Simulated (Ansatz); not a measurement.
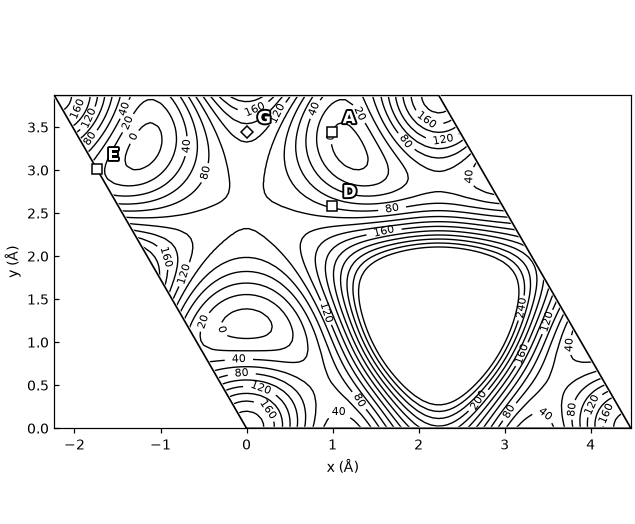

Si on a W(111) slab cut from the Im-3m phase, its upper half relaxed before the scan (6 atoms of substrate and one adsorbate in a 1 × 1 cell). 
- Si is moved over the surface cell at a fixed height above a rigid substrate; the origin of the map has the adsorbate above W6; the height is held at 2.50 Å.
- Places are given modulo a cell vector. The map is drawn in real space over the plane of the surface.
- Grid: 9 × 9 points; 19 points were computed and 62 follow by symmetry.
- Energies: meV, counted from the lowest grid point.
- The runs have no spin polarisation, so an open-shell adsorbate far from the surface lies too high. With one adsorbate in each 1 × 1 cell, its nearest image is 4.5 Å away, so neighbouring adsorbates interact. At a fixed height the lowest place need not be the adsorption site.
- These are results of DFT PBE+D3(BJ), scalar-relativistic, plane waves, PAW (Ansatz), not measurements. Settings: cutoff 420 eV, k-mesh 6×6×1, gaussian smearing 0.1 eV, no spin polarisation.

Drawn: contour lines labelled in meV (none above 260), the outline of one cell of the plane, lettered points. Between grid points the surface is interpolated.

Is G the lowest point of the computed grid?

No. G lies 129 meV above the lowest grid point, which is at (1/9, 3/9) of the cell vectors [nearest 1 W at 2.82 Å].

Rank the lettered points by energy, lowest first.

A (0 meV), E (29 meV), D (77 meV), G (129 meV).

PAW datasets: the set soft_1.
